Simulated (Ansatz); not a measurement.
Zn₂O

```
Zn O
1.0
     3.16918    0.00000    0.00000
    -1.58459    2.74459    0.00000
     0.00000    0.00000    9.57048
Zn O
4 2
Direct
  0.33333 0.66667 0.27328
  0.66667 0.33333 0.56788
  0.00000 0.00000 0.98741
  0.33333 0.66667 0.79113
  0.00000 0.00000 0.19188
  0.33333 0.66667 0.47742
```

Space group P3m1; a generated structure, not necessarily the stable one; computed pressure about −5 GPa in this cell.

Level of theory: Ansatz 0.2.0, DFT r2SCAN, scalar-relativistic, plane waves, PAW.

In a PAW calculation such maps are meaningful between the atoms, not at the nuclei.

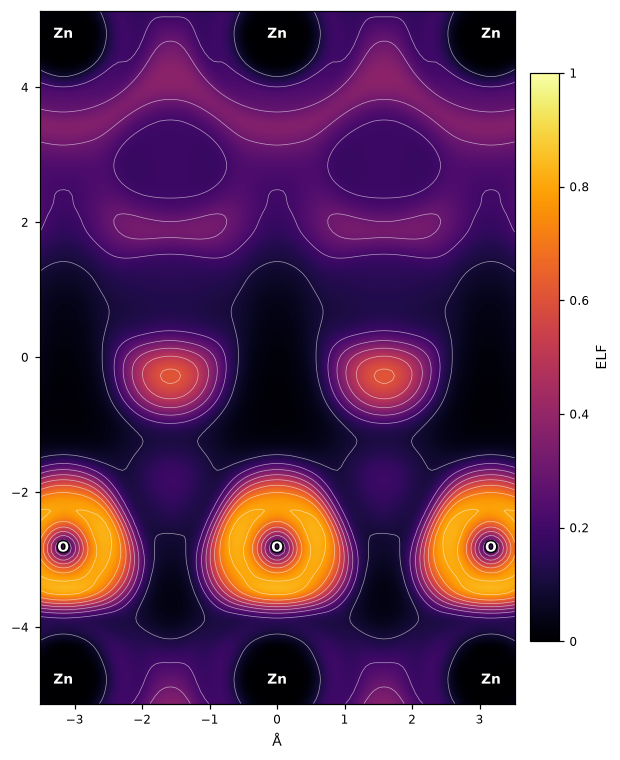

Figure 1. Electron localisation function on the (010) plane of the conventional cell.

Question: Read the bonding off the picture.

Answer: The section cuts through Zn and O sites. Atoms just off the plane (Zn, 0.9 Å away and O, 0.9 Å away) can leave unmarked features too. Zn–O (1.96 Å): the ELF peaks at about 0.85 in the valence shell of O, 0.6 Å from its nucleus, and is about 0.30 at the midpoint; no localised pair shows between them.

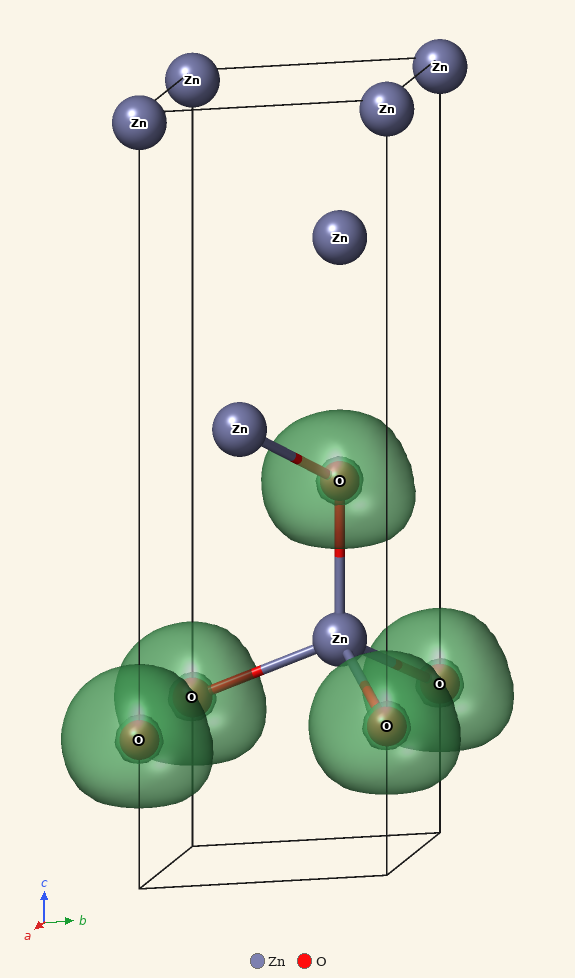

Figure 2. Isosurface of the electron localisation function at 0.6 (green), seen at an oblique angle. Core shells and regions of very low density are left out. Sticks mark near contacts.

Question: Where are the electrons localised?

Answer: The ELF exceeds this value in two regions wrapped around O (the valence shell of each), counted in one cell of 6 atoms. Any copies at cell faces, edges or corners count once. Profiles from the grid: Zn–O (1.95 Å): the ELF peaks at about 0.85 in the valence shell of O, 0.6 Å from its nucleus, and is about 0.25 at the midpoint: no shared electron pair shows on this line. Zn–O (2.02 Å): the ELF peaks at about 0.85 in the valence shell of O, 0.6 Å from its nucleus, and is about 0.25 at the midpoint (no localised pair shows between them).

Question: Metal or insulator at this level of theory?

Answer: It is metallic or semimetallic at this level of theory: no gap opens.

Question: Which way does charge flow, and how much by Bader's partition?

Answer: Electrons move from Zn towards O. Bader charges: Zn +0.02 to +1.27 and O −1.27 e.
